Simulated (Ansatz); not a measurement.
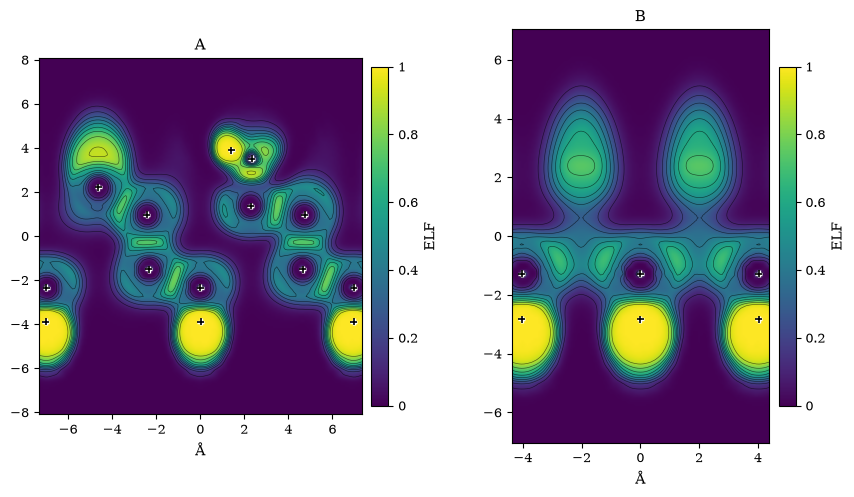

The ELF of 2 systems, each on a plane through atoms (crosses mark nuclei in the plane).

Method: DFT PBE+D3(BJ), scalar-relativistic, plane waves, PAW in Ansatz 0.2.0.

System 1: Ge₄H (slab), the (100) plane of the calculation cell, a cut from vacuum to vacuum. 

```yaml
crystal:
  lattice:
    - [8.06015, 0.00000, 0.00000]
    - [-4.03007, 6.98029, 0.00000]
    - [0.00000, 0.00000, 21.64318]
  atoms:
    - { symbol: Ge, position: [0.66667, 0.33333, 0.44032] }
    - { symbol: Ge, position: [0.66667, 0.83333, 0.44032] }
    - { symbol: Ge, position: [0.16667, 0.33333, 0.44032] }
    - { symbol: Ge, position: [0.16667, 0.83333, 0.44032] }
    - { symbol: Ge, position: [0.50000, 0.50000, 0.47833] }
    - { symbol: Ge, position: [0.50000, 0.00000, 0.47833] }
    - { symbol: Ge, position: [0.00000, 0.50000, 0.47833] }
    - { symbol: Ge, position: [0.00000, 0.00000, 0.47833] }
    - { symbol: Ge, position: [0.00000, 0.50000, 0.59228] }
    - { symbol: Ge, position: [0.00000, 0.00000, 0.59228] }
    - { symbol: Ge, position: [0.50000, 0.50000, 0.59228] }
    - { symbol: Ge, position: [0.50000, 0.00000, 0.59228] }
    - { symbol: Ge, position: [0.83333, 0.66667, 0.63009] }
    - { symbol: Ge, position: [0.83333, 0.16667, 0.63009] }
    - { symbol: Ge, position: [0.33333, 0.66667, 0.63009] }
    - { symbol: Ge, position: [0.33333, 0.16667, 0.63009] }
    - { symbol: H, position: [0.66667, 0.33333, 0.36819] }
    - { symbol: H, position: [0.66667, 0.83333, 0.36819] }
    - { symbol: H, position: [0.16667, 0.33333, 0.36819] }
    - { symbol: H, position: [0.16667, 0.83333, 0.36819] }
```

System 2: Ge₁₆H₇N (slab), the (110) plane of the calculation cell, a cut from vacuum to vacuum. 

```yaml
crystal:
  lattice:
    - [8.06015, 0.00000, 0.00000]
    - [-4.03007, 6.98029, 0.00000]
    - [0.00000, 0.00000, 25.24868]
  atoms:
    - { symbol: Ge, position: [0.66667, 0.33333, 0.37745] }
    - { symbol: Ge, position: [0.66667, 0.83333, 0.37745] }
    - { symbol: Ge, position: [0.16667, 0.33333, 0.37745] }
    - { symbol: Ge, position: [0.16667, 0.83333, 0.37745] }
    - { symbol: Ge, position: [0.50000, 0.50000, 0.41003] }
    - { symbol: Ge, position: [0.50000, 0.00000, 0.41003] }
    - { symbol: Ge, position: [0.00000, 0.50000, 0.41003] }
    - { symbol: Ge, position: [0.00000, 0.00000, 0.41003] }
    - { symbol: Ge, position: [0.01420, 0.52905, 0.50721] }
    - { symbol: Ge, position: [0.98872, 0.97545, 0.50853] }
    - { symbol: Ge, position: [0.51480, 0.52837, 0.50848] }
    - { symbol: Ge, position: [0.48808, 0.97406, 0.50907] }
    - { symbol: Ge, position: [0.83040, 0.65862, 0.55812] }
    - { symbol: Ge, position: [0.84023, 0.17876, 0.52410] }
    - { symbol: Ge, position: [0.32689, 0.65601, 0.55808] }
    - { symbol: Ge, position: [0.34005, 0.17739, 0.51427] }
    - { symbol: H, position: [0.66259, 0.32590, 0.31578] }
    - { symbol: H, position: [0.66851, 0.83732, 0.31566] }
    - { symbol: H, position: [0.16371, 0.32690, 0.31578] }
    - { symbol: H, position: [0.17110, 0.84086, 0.31582] }
    - { symbol: N, position: [0.84702, 0.17833, 0.60908] }
    - { symbol: H, position: [0.80776, 0.04398, 0.62289] }
    - { symbol: H, position: [0.98382, 0.27363, 0.62111] }
    - { symbol: H, position: [0.75673, 0.22147, 0.62413] }
```

Which map belongs to which system?

Panel A is system 2, Ge₁₆H₇N: the plane holds Ge, H and N. N–H (1.02 Å): the ELF climbs to about 1 towards the hydrogen, as it does in any bond to H: a covalent bond by its length. Panel B is system 1, Ge₄H: the plane holds Ge and H. Ge–H (1.56 Å): the ELF climbs to about 1 towards the hydrogen.
